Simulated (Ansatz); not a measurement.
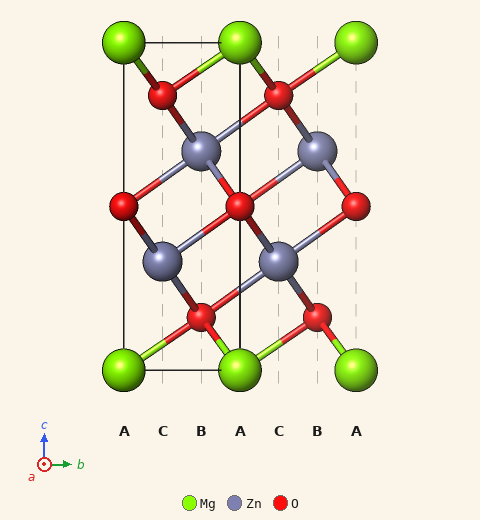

Projection along an edge of the hexagonal mesh, stacking direction c upwards. The dashed lines mark the three columns A (0, 0), B (1/3, 2/3) and C (2/3, 1/3). The sequence starts with the first layer at or above the cell's origin.

The compound is MgZn₂O₃, taken as the input geometry of an electronic-structure calculation (not necessarily at equilibrium).

Give the sequence of layers in one repeat, with element and column.

Answer. Mg(A) – O(B) – Zn(C) – O(A) – Zn(B) – O(C) (six layers in 7.34 Å).

How are the O layers alone stacked?

Answer. O layers alone: BAC, the cubic close-packed type.

Which positions between or in the O layers do the other atoms fill?

Answer. Zn: two octahedral sites; Mg: one octahedral site, counted in one hexagonal cell.
